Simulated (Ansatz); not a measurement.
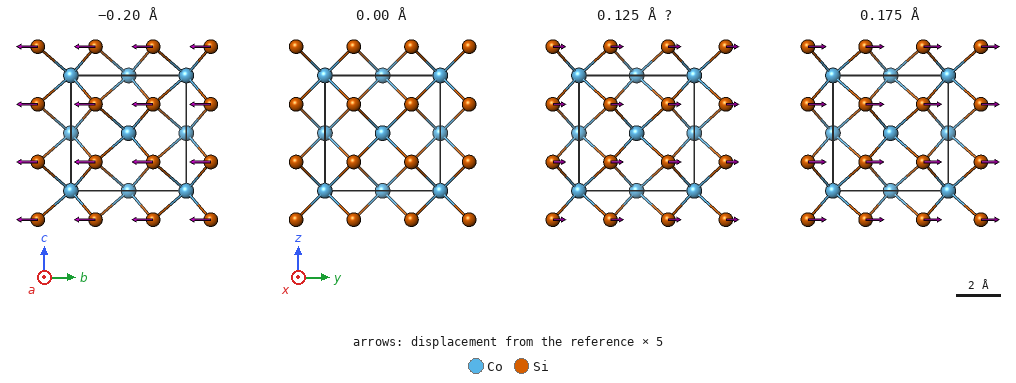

Energy scan for solid CoSi2 (Fm-3m), in which the whole Si sublattice is shifted rigidly, along Cartesian [0 1 0], all else fixed. The picture is a ball-and-stick view of the conventional cell (4 times the calculation's cell), seen along the a axis. Purple arrows: displacements from the reference. Lengths and directions refer to the drawn axes.

Computed with DFT PBEsol, scalar-relativistic, plane waves, PAW (Ansatz). (plane-wave cutoff 420 eV; k-point mesh 16 × 16 × 16; occupations gaussian; smearing width 0.15 eV; no spin polarisation). Energies (free energies at the smearing named) are counted from the relaxed crystal.

```
displacement (Å)  ΔE (meV/cell)
          −0.200          249.1
          −0.100           62.3
           0.000            0.0
           0.025            3.9
           0.050           15.6
           0.075           35.0
           0.125              ?
           0.150          140.1
           0.175          190.7
```

Q: Fill in the missing row.

A: A straight line between the two neighbours gives 105.1 meV/cell. A cubic through the four nearest rows (0.050, 0.075, 0.150, 0.175) gives, with Lagrange weights, (−0.2000)(15.6) + (0.5000)(35.0) + (1.0000)(140.1) + (−0.3000)(190.7) = 97.3 meV/cell. The calculation gives 97.3 meV/cell, so the cubic is right to the digits shown and the straight line 7.8 meV/cell too high, as the curve bends upwards here.

The whole profile:

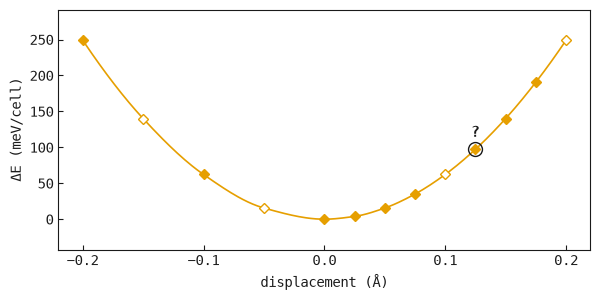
